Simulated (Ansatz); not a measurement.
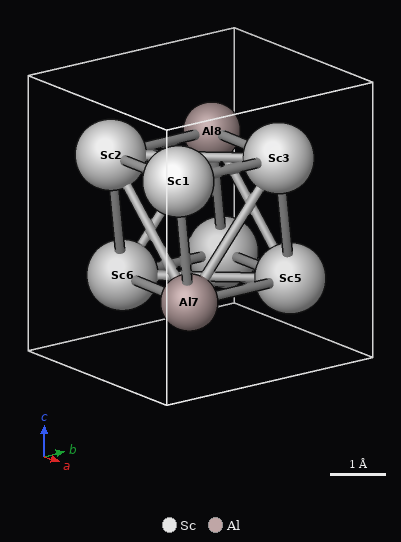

The structure as given in the input (ball-and-stick view of the cell of the calculation, seen slightly off an axis; atoms are numbered from 1 in the order of the input). An atom can appear more than once, as a periodic image. Near neighbours in the periodic cell (some may lie outside the picture): Sc has 4 Al at 3.10 to 3.16 Å and 8 Sc at 3.07 to 3.24 Å; Al has 12 Sc at 3.10 to 3.16 Å.

**Run report: Sc3Al, geometry relaxation (part 1 of 3)**

- system: Sc3Al (P6₃/mmc, 8 atoms in the cell)
- method: DFT r2SCAN, scalar-relativistic, plane waves, PAW, spin-polarised (Ansatz 0.2.0)

The structure derives from a Materials Project entry. Figures and captions count atoms from 1; the log counts them from 0 in places.

**The program's output**
```
Engine: ansatz 0.2.0, x86_64-unknown-linux-gnu
Pseudopotentials: kind: paw
Pseudopotential: Sc, paw, valence charge 11, recommended cutoff 500 eV (meta_gga), Sc.paw.azcp
Pseudopotential: Al, paw, valence charge 3, recommended cutoff 500 eV (meta_gga), Al.paw.azcp
Functional definition: r2SCAN
  parameter k0 = 0.174
  parameter k1 = 0.065
  parameter a1 = 4.9479
  exchange = r2scan_x(k0 = k0, k1 = k1, a1 = a1)
  correlation = r2scan_c
Crystal: 8 atoms, lattice volume = 175.269 Å³
Basis set: ecut = 500 eV, 4447 PW (Γ), exchange–correlation on 192×192×160 points (64 copies of the dense FFT grid, shifted against one another)
Bands: 45, of which v1, the nominal top of the filled ones, is band 36 counted from 1 (35 counted from 0)
Symmetry: 24 space group operations
Space group: P63/mmc (ITA 194), of the structure as read, at distance tolerance 5.6e-5 Å
Magnetic group: BNS 194.263 (UNI 1493), of the structure as read, at distance tolerance 5.6e-5 Å
k-points: 35 of 288
Non-local potential: Sc, projectors of the file, l = 0: 3, l = 1: 2, l = 2: 3, l = 3: 1
Non-local potential: Al, projectors of the file, l = 0: 2, l = 1: 2, l = 2: 1
PAW form: soft (Blöchl's): semilocal exchange-correlation on the pseudo side does not see the compensation charge
PAW frozen core: Sc, regenerated for the run's functional (the file was generated under x = pbe(κ = 0.804, μ = 0.2195149727645171), c = pbe(β = 0.06672455060314922))
PAW frozen core: Al, regenerated for the run's functional (the file was generated under x = pbe(κ = 0.804, μ = 0.2195149727645171), c = pbe(β = 0.06672455060314922))
PAW one-centre angular grid: Sc, 590 points (default); XC on 160 Gauss nodes
PAW one-centre angular grid: Al, 302 points (default); XC on 160 Gauss nodes
Initial density: superposition of atomic densities (chi_scale 0.1, normalization cell)
Starting moments: Σ|m| = 1.8 μB on 6 of 8 sites
Initial wavefunctions: pseudopotential atomic-orbital guess
Functional: x = r2scan, c = r2scan; τ floored in thin density (d = 2e-4 eV/Å³)
SCF iter   1: F=—  HF=-13927.019525 eV  |F-HF|=—  |Δ(HF+E_count)|=         —  Δρ=2.05e-2 (↑2.05e-2 ↓1.22e-2)  dr2=2.52e0  dr2_τ=1.02e-2  dr2_m=4.95e-2  M=1.449 μB ∫|m|=1.463 μB  β_m=1.00  ethr=3.10e-3  ⟨swp⟩=6.9  Hψ=12932  notcnv=0
Mixer restart at iter 1: flushing history
preconditioner: auto → Kerker (q_TF=auto, 2.352 Å⁻¹)  [metal: Δε(μ)=0.003 eV  Ē_g=3.548 eV  σ=0.100 eV  W_gap=0.02  n_scr=44 (ndim 8)  ℏωp=13.7 eV  f_vac=0.000  D(μ)=9.70/eV (n_scr^D=82)]
spin=Collinear: Kerker preconditioning applied to the charge; magnetization (m = ρ↑ − ρ↓) channel mixes plain (no charge-response kernel on spin).
SCF iter   2: F=—  HF=-13927.021957 eV  |F-HF|=—  |Δ(HF+E_count)|=   2.43e-3  Δρ=1.19e-2 (↑1.13e-2 ↓1.19e-2)  dr2=1.31e0  dr2_τ=1.85e-3  dr2_m=7.72e-3  M=1.772 μB ∫|m|=1.836 μB  β_m=0.30  ethr=3.10e-3  ⟨swp⟩=2.5  Hψ=4826  notcnv=0  defer=100  κ⁻¹=1.0e0(r=1)
SCF iter   3: F=—  HF=-13926.605600 eV  |F-HF|=—  |Δ(HF+E_count)|=   4.16e-1  Δρ=9.10e-3 (↑9.10e-3 ↓8.67e-3)  dr2=1.29e-1  dr2_τ=2.31e-3  dr2_m=9.51e-2  M=2.238 μB ∫|m|=2.402 μB  β_m=1.00  ethr=1.82e-3  ⟨swp⟩=3.7  Hψ=6004  notcnv=0  defer=100  κ⁻¹=2.1e-2(r=2)
SCF iter   4: F=—  HF=-13926.799641 eV  |F-HF|=—  |Δ(HF+E_count)|=         —  Δρ=3.51e-3 (↑3.51e-3 ↓3.49e-3)  dr2=6.06e-2  dr2_τ=4.62e-4  dr2_m=6.77e-3  M=2.565 μB ∫|m|=2.717 μB  β_m=1.00  ethr=1.79e-4  ⟨swp⟩=2.3  Hψ=4785  notcnv=0  defer=95
Mixer restart at iter 4: flushing history
SCF iter   5: F=—  HF=-13926.830506 eV  |F-HF|=—  |Δ(HF+E_count)|=   3.09e-2  Δρ=2.59e-3 (↑2.59e-3 ↓2.57e-3)  dr2=3.83e-2  dr2_τ=3.31e-4  dr2_m=2.50e-3  M=2.813 μB ∫|m|=3.001 μB  β_m=1.00  ethr=8.42e-5  ⟨swp⟩=2.0  Hψ=4016  notcnv=0  defer=95  κ⁻¹=1.0e0(r=1)
SCF iter   6: F=—  HF=-13926.854541 eV  |F-HF|=—  |Δ(HF+E_count)|=   2.40e-2  Δρ=1.17e-3 (↑8.95e-4 ↓1.17e-3)  dr2=6.30e-3  dr2_τ=6.00e-5  dr2_m=7.20e-4  M=3.323 μB ∫|m|=3.629 μB  β_m=1.00  ethr=5.32e-5  ⟨swp⟩=2.2  Hψ=5827  notcnv=0  defer=101  κ⁻¹=1.3e-2(r=2)
SCF iter   7: F=—  HF=-13926.858660 eV  |F-HF|=—  |Δ(HF+E_count)|=   4.12e-3  Δρ=3.66e-4 (↑3.65e-4 ↓3.66e-4)  dr2=1.42e-3  dr2_τ=6.55e-6  dr2_m=2.99e-5  M=3.337 μB ∫|m|=3.669 μB  β_m=1.00  ethr=8.75e-6  ⟨swp⟩=2.1  Hψ=5510  notcnv=0  defer=102  κ⁻¹=8.2e-3(r=3)
SCF iter   8: F=—  HF=-13926.858284 eV  |F-HF|=—  |Δ(HF+E_count)|=   3.76e-4  Δρ=2.55e-4 (↑2.36e-4 ↓2.55e-4)  dr2=3.02e-4  dr2_τ=3.96e-6  dr2_m=5.29e-5  M=3.340 μB ∫|m|=3.677 μB  β_m=1.00  ethr=1.97e-6  ⟨swp⟩=2.0  Hψ=4031  notcnv=0  defer=102  κ⁻¹=4.7e-3(r=4)
SCF iter   9: F=—  HF=-13926.858960 eV  |F-HF|=—  |Δ(HF+E_count)|=   6.76e-4  Δρ=1.66e-4 (↑1.66e-4 ↓1.13e-4)  dr2=6.65e-5  dr2_τ=1.45e-6  dr2_m=1.91e-5  M=3.286 μB ∫|m|=3.611 μB  β_m=1.00  ethr=4.19e-7  ⟨swp⟩=2.1  Hψ=5313  notcnv=0  defer=102  κ⁻¹=7.3e-4(r=5)
SCF iter  10: F=—  HF=-13926.859145 eV  |F-HF|=—  |Δ(HF+E_count)|=   1.85e-4  Δρ=7.10e-5 (↑7.10e-5 ↓4.24e-5)  dr2=1.38e-5  dr2_τ=2.30e-7  dr2_m=1.93e-6  M=3.255 μB ∫|m|=3.574 μB  β_m=1.00  ethr=9.23e-8  ⟨swp⟩=2.1  Hψ=5784  notcnv=0  defer=102  κ⁻¹=5.5e-5(r=6)
SCF iter  11: F=—  HF=-13926.859128 eV  |F-HF|=—  |Δ(HF+E_count)|=   1.72e-5  Δρ=2.77e-5 (↑2.77e-5 ↓1.97e-5)  dr2=3.36e-6  dr2_τ=2.63e-8  dr2_m=1.86e-7  M=3.245 μB ∫|m|=3.561 μB  β_m=1.00  ethr=1.91e-8  ⟨swp⟩=2.2  Hψ=5567  notcnv=0  defer=102  κ⁻¹=2.1e-5(r=7)
SCF iter  12: F=—  HF=-13926.859122 eV  |F-HF|=—  |Δ(HF+E_count)|=   5.68e-6  Δρ=1.55e-5 (↑1.31e-5 ↓1.55e-5)  dr2=6.70e-7  dr2_τ=9.80e-9  dr2_m=1.85e-7  M=3.243 μB ∫|m|=3.557 μB  β_m=1.00  ethr=4.66e-9  ⟨swp⟩=2.6  Hψ=6434  notcnv=0  defer=102  κ⁻¹=7.4e-6(r=8)
SCF iter  13: F=—  HF=-13926.859124 eV  |F-HF|=—  |Δ(HF+E_count)|=   1.56e-6  Δρ=1.08e-5 (↑1.05e-5 ↓1.08e-5)  dr2=2.36e-7  dr2_τ=6.39e-9  dr2_m=1.30e-7  M=3.245 μB ∫|m|=3.558 μB  β_m=1.00  ethr=9.30e-10  ⟨swp⟩=2.0  Hψ=5279  notcnv=0  defer=102  κ⁻¹=1.5e-6(r=8)
SCF iter  14: F=—  HF=-13926.859125 eV  |F-HF|=—  |Δ(HF+E_count)|=   1.30e-6  Δρ=4.23e-6 (↑4.23e-6 ↓4.04e-6)  dr2=3.41e-8  dr2_τ=9.09e-10  dr2_m=1.88e-8  M=3.248 μB ∫|m|=3.562 μB  β_m=1.00  ethr=3.27e-10  ⟨swp⟩=3.0  Hψ=6278  notcnv=0  defer=102  κ⁻¹=2.1e-6(r=8)
SCF iter  15: F=—  HF=-13926.859125 eV  |F-HF|=—  |Δ(HF+E_count)|=   1.06e-7  Δρ=1.85e-6 (↑1.85e-6 ↓1.69e-6)  dr2=9.99e-9  dr2_τ=1.89e-10  dr2_m=1.07e-9  M=3.249 μB ∫|m|=3.564 μB  β_m=1.00  ethr=4.74e-11  ⟨swp⟩=3.0  Hψ=6458  notcnv=0  defer=102  κ⁻¹=3.7e-6(r=8)
SCF iter  16: F=-13926.859125 eV  HF=-13926.859125 eV  |F-HF|=1.15e-8  |Δ(HF+E_count)|=   7.14e-8  Δρ=9.14e-7 (↑9.14e-7 ↓8.46e-7)  dr2=1.84e-9  dr2_τ=5.83e-11  dr2_m=6.02e-10  M=3.249 μB ∫|m|=3.564 μB  ethr=1.39e-11  ⟨swp⟩=8.3  Hψ=11410  notcnv=0
SCF 1 converged in 16 iterations: F = -13926.859125 eV  dr2 = 1.84e-9
  greatest PAW one-centre occupation: 0.998 electrons in one spin orbital (limit 2), on the Sc atom at site 5 (counted from 0), in its partial waves of l = 0
relax step   1: F+E_penalty+E_count = -13926.85912472 eV  Δ(F+E_penalty+E_count) = +0.000e0 eV  max|allowed force component| = 1.437e-2 eV/Å  Δτ_max = 0.0000 Å  P = -0.301 GPa  Ω = 175.269 Å³  (16 SCF iters, dr2 threshold 1.00e-7 eV, accepted)
Crystal: 8 atoms, lattice volume = 173.960 Å³
Basis set: ecut = 500 eV, 4435 PW (Γ), exchange–correlation on 192×192×160 points (64 copies of the dense FFT grid, shifted against one another)
Initial density: handed on by an earlier stage of this run
Starting moments: Σ|m| = 1.8 μB on 6 of 8 sites; this step starts from the density that it was given
Initial wavefunctions: those handed on with the density
iter 1 solved again at ethr=3.78e-7 eV; its pass at ethr=3.10e-3 eV (dr2=2.72e-4 eV) is discarded
SCF iter   1: F=—  HF=-13926.854243 eV  |F-HF|=—  |Δ(HF+E_count)|=         —  Δρ=3.55e-4 (↑3.55e-4 ↓1.63e-4)  dr2=8.05e-4  dr2_τ=8.50e-4  dr2_m=2.89e-5  M=3.233 μB ∫|m|=3.542 μB  β_m=1.00  ethr=3.78e-7  ⟨swp⟩=2.9  Hψ=15233  notcnv=0
eigensolver tolerance schedule calibrated: the retry pair's looser diagonalisation under-reported the residual by θ = 0.66 (0.17/decade); ethr = c·dr2/N_el runs at the constant in force after the calibration composes with the one it found (an armed cap, an earlier calibration), c = 3.5e-2
preconditioner: auto → Kerker (q_TF=auto, 1.869 Å⁻¹)  [metal: Δε(μ)=0.012 eV  Ē_g=3.288 eV  σ=0.100 eV  W_gap=0.07  n_scr=20 (ndim 8)  ℏωp=13.8 eV  f_vac=0.000  D(μ)=7.54/eV (n_scr^D=70)]
spin=Collinear: Kerker preconditioning applied to the charge; magnetization (m = ρ↑ − ρ↓) channel mixes plain (no charge-response kernel on spin).
SCF iter   2: F=—  HF=-13926.859315 eV  |F-HF|=—  |Δ(HF+E_count)|=   5.07e-3  Δρ=1.20e-4 (↑1.20e-4 ↓9.00e-5)  dr2=1.18e-4  dr2_τ=2.73e-6  dr2_m=2.80e-6  M=3.223 μB ∫|m|=3.534 μB  β_m=1.00  ethr=3.78e-7  ⟨swp⟩=2.9  Hψ=6127  notcnv=0  κ⁻¹=1.0e0(r=1)
SCF iter   3: F=—  HF=-13926.859682 eV  |F-HF|=—  |Δ(HF+E_count)|=   3.67e-4  Δρ=7.84e-5 (↑7.84e-5 ↓7.33e-5)  dr2=6.18e-5  dr2_τ=3.22e-7  dr2_m=1.26e-6  M=3.217 μB ∫|m|=3.527 μB  β_m=1.00  ethr=5.75e-8  ⟨swp⟩=2.0  Hψ=4011  notcnv=0  κ⁻¹=8.7e-3(r=2)
SCF iter   4: F=—  HF=-13926.860126 eV  |F-HF|=—  |Δ(HF+E_count)|=   4.44e-4  Δρ=3.10e-5 (↑3.10e-5 ↓2.94e-5)  dr2=8.00e-6  dr2_τ=3.23e-8  dr2_m=1.55e-7  M=3.210 μB ∫|m|=3.517 μB  β_m=1.00  ethr=3.00e-8  ⟨swp⟩=2.0  Hψ=5297  notcnv=0  κ⁻¹=1.8e-3(r=3)
SCF iter   5: F=—  HF=-13926.860169 eV  |F-HF|=—  |Δ(HF+E_count)|=   4.30e-5  Δρ=2.45e-5 (↑2.45e-5 ↓2.13e-5)  dr2=3.39e-6  dr2_τ=2.55e-8  dr2_m=1.79e-7  M=3.211 μB ∫|m|=3.517 μB  β_m=1.00  ethr=3.88e-9  ⟨swp⟩=2.2  Hψ=5335  notcnv=0  κ⁻¹=2.4e-4(r=4)
SCF iter   6: F=—  HF=-13926.860177 eV  |F-HF|=—  |Δ(HF+E_count)|=   8.90e-6  Δρ=9.29e-6 (↑8.66e-6 ↓9.29e-6)  dr2=3.20e-7  dr2_τ=3.86e-9  dr2_m=5.41e-8  M=3.216 μB ∫|m|=3.523 μB  β_m=1.00  ethr=1.65e-9  ⟨swp⟩=2.6  Hψ=5919  notcnv=0  κ⁻¹=2.3e-5(r=5)
SCF iter   7: F=—  HF=-13926.860178 eV  |F-HF|=—  |Δ(HF+E_count)|=   9.10e-8  Δρ=4.79e-6 (↑3.73e-6 ↓4.79e-6)  dr2=7.77e-8  dr2_τ=1.27e-9  dr2_m=9.03e-9  M=3.218 μB ∫|m|=3.525 μB  β_m=1.00  ethr=1.56e-10  ⟨swp⟩=2.7  Hψ=6065  notcnv=0  κ⁻¹=8.1e-6(r=6)
SCF iter   8: F=—  HF=-13926.860178 eV  |F-HF|=—  |Δ(HF+E_count)|=   1.87e-7  Δρ=2.05e-6 (↑1.79e-6 ↓2.05e-6)  dr2=1.58e-8  dr2_τ=2.21e-10  dr2_m=1.89e-9  M=3.218 μB ∫|m|=3.526 μB  β_m=1.00  ethr=3.77e-11  ⟨swp⟩=3.0  Hψ=6232  notcnv=0  κ⁻¹=3.4e-6(r=7)
SCF iter   9: F=-13926.860178 eV  HF=-13926.860178 eV  |F-HF|=4.50e-9  |Δ(HF+E_count)|=   5.08e-9  Δρ=8.95e-7 (↑7.48e-7 ↓8.95e-7)  dr2=1.92e-9  dr2_τ=2.82e-11  dr2_m=5.72e-10  M=3.218 μB ∫|m|=3.526 μB  ethr=7.66e-12  ⟨swp⟩=1.1  Hψ=9724  notcnv=0
the search or the solves at the SCF's close seem to have found levels that the self-consistency loop had missed (the run counts 1). By its estimate they hold under 1e-12 electrons; where the run keeps them, the occupations were computed again with them
SCF 2 converged in 9 iterations: F = -13926.860178 eV  dr2 = 1.92e-9
relax step   2: F+E_penalty+E_count = -13926.86017772 eV  Δ(F+E_penalty+E_count) = -1.053e-3 eV  max|allowed force component| = 1.102e-2 eV/Å  Δτ_max = 0.0021 Å  P = +0.210 GPa  Ω = 173.960 Å³  energy of the carried Pulay correction = +6.234e-4 eV  (9 SCF iters, dr2 threshold 2.72e-7 eV, accepted)
Crystal: 8 atoms, lattice volume = 174.494 Å³
iter 1 solved again at ethr=7.55e-8 eV; its pass at ethr=3.10e-3 eV (dr2=5.44e-5 eV) is discarded
SCF iter   1: F=—  HF=-13926.859302 eV  |F-HF|=—  |Δ(HF+E_count)|=         —  Δρ=1.46e-4 (↑1.46e-4 ↓6.81e-5)  dr2=1.43e-4  dr2_τ=1.54e-4  dr2_m=4.94e-6  M=3.225 μB ∫|m|=3.535 μB  β_m=1.00  ethr=7.55e-8  ⟨swp⟩=2.9  Hψ=14600  notcnv=0
eigensolver tolerance schedule calibrated: the retry pair's looser diagonalisation under-reported the residual by θ = 0.62 (0.13/decade); ethr = c·dr2/N_el runs at the constant in force after the calibration composes with the one it found (an armed cap, an earlier calibration), c = 5.5e-2
preconditioner: auto → Kerker (q_TF=auto, 1.867 Å⁻¹)  [metal: Δε(μ)=0.009 eV  Ē_g=3.278 eV  σ=0.100 eV  W_gap=0.05  n_scr=20 (ndim 8)  ℏωp=13.8 eV  f_vac=0.000  D(μ)=7.54/eV (n_scr^D=70)]
spin=Collinear: Kerker preconditioning applied to the charge; magnetization (m = ρ↑ − ρ↓) channel mixes plain (no charge-response kernel on spin).
SCF iter   2: F=—  HF=-13926.860163 eV  |F-HF|=—  |Δ(HF+E_count)|=   8.61e-4  Δρ=4.97e-5 (↑4.97e-5 ↓3.81e-5)  dr2=2.32e-5  dr2_τ=4.55e-7  dr2_m=4.50e-7  M=3.229 μB ∫|m|=3.538 μB  β_m=1.00  ethr=7.55e-8  ⟨swp⟩=2.7  Hψ=5929  notcnv=0  κ⁻¹=1.0e0(r=1)
SCF iter   3: F=—  HF=-13926.860222 eV  |F-HF|=—  |Δ(HF+E_count)|=   5.97e-5  Δρ=3.25e-5 (↑3.25e-5 ↓3.06e-5)  dr2=1.20e-5  dr2_τ=5.48e-8  dr2_m=1.93e-7  M=3.231 μB ∫|m|=3.541 μB  β_m=1.00  ethr=1.79e-8  ⟨swp⟩=2.0  Hψ=3937  notcnv=0  κ⁻¹=9.5e-3(r=2)
SCF iter   4: F=—  HF=-13926.860296 eV  |F-HF|=—  |Δ(HF+E_count)|=   7.36e-5  Δρ=1.25e-5 (↑1.25e-5 ↓1.19e-5)  dr2=1.36e-6  dr2_τ=5.53e-9  dr2_m=3.28e-8  M=3.234 μB ∫|m|=3.545 μB  β_m=1.00  ethr=9.23e-9  ⟨swp⟩=2.0  Hψ=5282  notcnv=0  κ⁻¹=1.8e-3(r=3)
SCF iter   5: F=—  HF=-13926.860302 eV  |F-HF|=—  |Δ(HF+E_count)|=   6.58e-6  Δρ=1.00e-5 (↑1.00e-5 ↓8.51e-6)  dr2=5.67e-7  dr2_τ=4.33e-9  dr2_m=3.28e-8  M=3.234 μB ∫|m|=3.545 μB  β_m=1.00  ethr=1.05e-9  ⟨swp⟩=3.0  Hψ=5784  notcnv=0  κ⁻¹=2.5e-4(r=4)
SCF iter   6: F=—  HF=-13926.860304 eV  |F-HF|=—  |Δ(HF+E_count)|=   1.43e-6  Δρ=3.86e-6 (↑3.50e-6 ↓3.86e-6)  dr2=5.41e-8  dr2_τ=6.39e-10  dr2_m=9.17e-9  M=3.231 μB ∫|m|=3.542 μB  β_m=1.00  ethr=4.36e-10  ⟨swp⟩=2.3  Hψ=5614  notcnv=0  κ⁻¹=2.5e-5(r=5)
SCF iter   7: F=—  HF=-13926.860304 eV  |F-HF|=—  |Δ(HF+E_count)|=   2.90e-8  Δρ=1.87e-6 (↑1.87e-6 ↓1.67e-6)  dr2=1.48e-8  dr2_τ=2.59e-10  dr2_m=1.46e-9  M=3.231 μB ∫|m|=3.542 μB  β_m=1.00  ethr=4.16e-11  ⟨swp⟩=1.8  Hψ=9779  notcnv=0  κ⁻¹=8.3e-6(r=6)
SCF iter   8: F=-13926.860304 eV  HF=-13926.860304 eV  |F-HF|=9.93e-9  |Δ(HF+E_count)|=   6.19e-8  Δρ=7.48e-7 (↑7.48e-7 ↓7.21e-7)  dr2=2.84e-9  dr2_τ=3.52e-11  dr2_m=1.33e-10  M=3.231 μB ∫|m|=3.541 μB  ethr=1.14e-11  ⟨swp⟩=3.6  Hψ=7553  notcnv=0
the search or the solves at the SCF's close seem to have found levels that the self-consistency loop had missed (the run counts 1). By its estimate they hold under 1e-12 electrons; where the run keeps them, the occupations were computed again with them
SCF 3 converged in 8 iterations: F = -13926.860304 eV  dr2 = 2.84e-9
relax step   3: F+E_penalty+E_count = -13926.86030379 eV  Δ(F+E_penalty+E_count) = -1.261e-4 eV  max|allowed force component| = 1.016e-4 eV/Å  Δτ_max = 0.0009 Å  P = -0.001 GPa  Ω = 174.494 Å³  energy of the carried Pulay correction = +3.687e-4 eV  (8 SCF iters, dr2 threshold 1.21e-7 eV, accepted)
Initial wavefunctions: pseudopotential atomic-orbital guess (no wavefunctions were taken with the density)
iter 1 solved again at ethr=2.86e-7 eV; its pass at ethr=3.10e-3 eV (dr2=2.06e-4 eV) is discarded
```
